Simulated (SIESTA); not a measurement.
System: Te, space group P3_121 (No. 152).

Starting cell:
```
Te
1.0
     4.45400    0.00000    0.00000
    -2.22700    3.85728    0.00000
     0.00000    0.00000    5.92400
Te
3
Cartesian
  1.6279 2.8197 0.0000
  -0.5991 1.0376 3.9493
  1.1981 0.0000 1.9747
```

Computed with SIESTA 5.4.2: DFT in numerical atomic orbitals with pseudopotentials, no spin polarisation; energies at scaled volumes of the given cell, shape and fractions fixed, counted from the fit's minimum, third-order Birch-Murnaghan fit. Level: LDA.

k mesh 7×7×5; occupations Fermi–Dirac; smearing width 0.05 eV; potentials PseudoDojo 0.4 standard, converted to PSML, two zetas on semicore shells; program settings basis DZP, mesh cutoff 500 Ry.

Predict the energy and pressure against volume. The volume takes the values 31.89, 32.57, 33.25, 33.93, 34.60, 35.28, 35.96 Å³/atom.

A third-order Birch–Murnaghan fit gives V0 = 33.48 Å³/atom, B0 = 51.2 GPa and B′ = 4.5. The energy is 13.17 meV/atom at volume 31.89 Å³/atom and 25.78 meV/atom at 35.96 Å³/atom; the lowest computed point is at volume 33.25 Å³/atom (0.26 meV/atom). The pressure falls from 2.79 GPa at volume 31.89 Å³/atom to −3.11 GPa at 35.96 Å³/atom, and changes sign near 33.49 Å³/atom.

```tsv
volume (Å³/atom)	energy (meV/atom)	pressure (GPa)
31.89	13.17	2.79
32.57	4.16	1.50
33.25	0.26	0.36
33.93	0.93	-0.65
34.60	5.68	-1.57
35.28	14.10	-2.38
35.96	25.78	-3.11
```

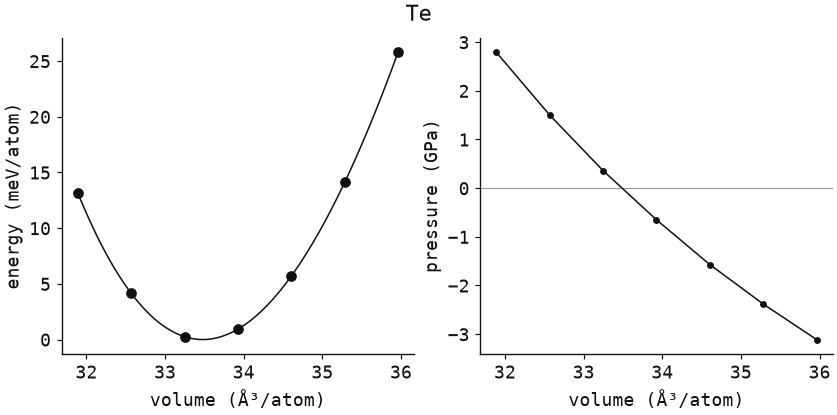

Keep in mind: mulliken charges of long orbitals; shape and atomic fractions are frozen while scaling, which makes layered, chain and framework solids too stiff.
